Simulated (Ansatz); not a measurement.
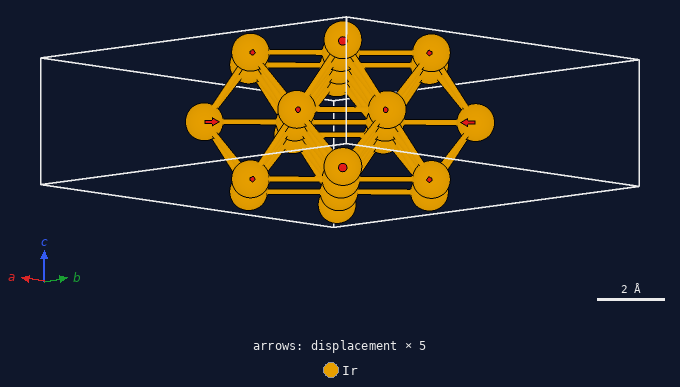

This is a relaxation of a wire of composition Ir. The starting structure is drawn; red arrows show the displacements (the part carried along by the change of the cell is left out), 5 times their true length.

Style: ball-and-stick. Shown: the cell of the calculation, with the vacuum cut short, from a free direction.

Case: wire along [0 0 1], 16 atoms a period.

Level of theory: Ansatz, DFT PBE, scalar-relativistic, plane waves, PAW. (plane-wave cutoff 420 eV; k-point mesh 1 × 1 × 14; occupations gaussian; smearing width 0.05 eV; no spin polarisation; cell relaxed at fixed a, b, alpha, beta, gamma; force threshold 0.02 eV/Å; at most 45 steps)

What did the optimiser do to the structure, and how much energy did it gain?

Answer. The largest moves relative to the layer's centre, 0.095 Å, are those of Ir atoms. Along the periodic axis the drawn cell goes c 3.871 → 3.677 Å (−5.0 %). Among the contacts that change: Ir–Ir 2.737 → 2.616 Å, Ir–Ir 2.737 → 2.660 Å, Ir–Ir 2.737 → 2.788 Å, Ir–Ir 2.737 → 2.690 Å. The energy falls by 1.783 eV per cell of the calculation in 5 accepted moves (6 points after the start). The largest force component goes from 1.3 to 0.0021 eV/Å. The SCF was repeated once at an unchanged geometry on a basis and grid sized afresh for the cell, which shifted the energy by 8.2 meV per cell of the calculation at most. The run took 4.9 min on 4 threads of Arm Neoverse V2, with other jobs on the host, peak memory 2.9 GiB.
